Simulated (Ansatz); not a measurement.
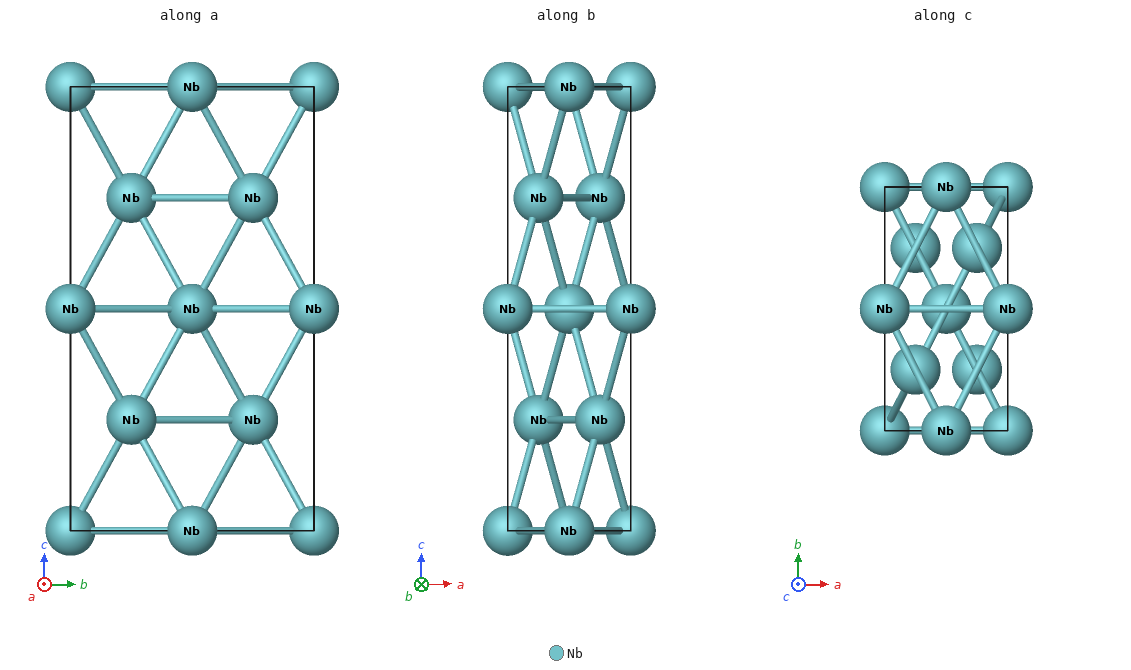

Drawn in the ball-and-stick manner and seen along the a axis, along the b axis and along the c axis. Lines trace the edges of the drawn cell (a repeat of the simulation cell).

Lattice parameters: a = 2.702 Å, b = 5.349 Å, c = 9.749 Å, α = 90.00°, β = 89.94°, γ = 90.00°. Put a along x and b in the xy plane.

Q: Set out the cell and atoms as a POSCAR file.

A:
```
Nb
1.0
     2.702    0.000    0.000
     0.000    5.349    0.000
     0.010    0.000    9.749
Nb
8
Direct
  0.7500 0.7500 0.7500
  0.5000 0.5000 0.5000
  0.2500 0.2500 0.7500
  0.7500 0.2500 0.2500
  0.2500 0.7500 0.2500
  0.0000 0.0000 0.5000
  0.5000 0.0000 0.0000
  0.0000 0.5000 0.0000
```

The structure was taken from a structure type filled with this element by a generator (whether the element takes this form wasn't checked). Earlier steps of the study may have refined or changed the cell and positions. An electronic-structure calculation with Ansatz was run on it.

At this level of theory the cell isn't at rest (compressed, at 8 GPa), so its distances can differ from those at equilibrium, the more so the softer the solid.
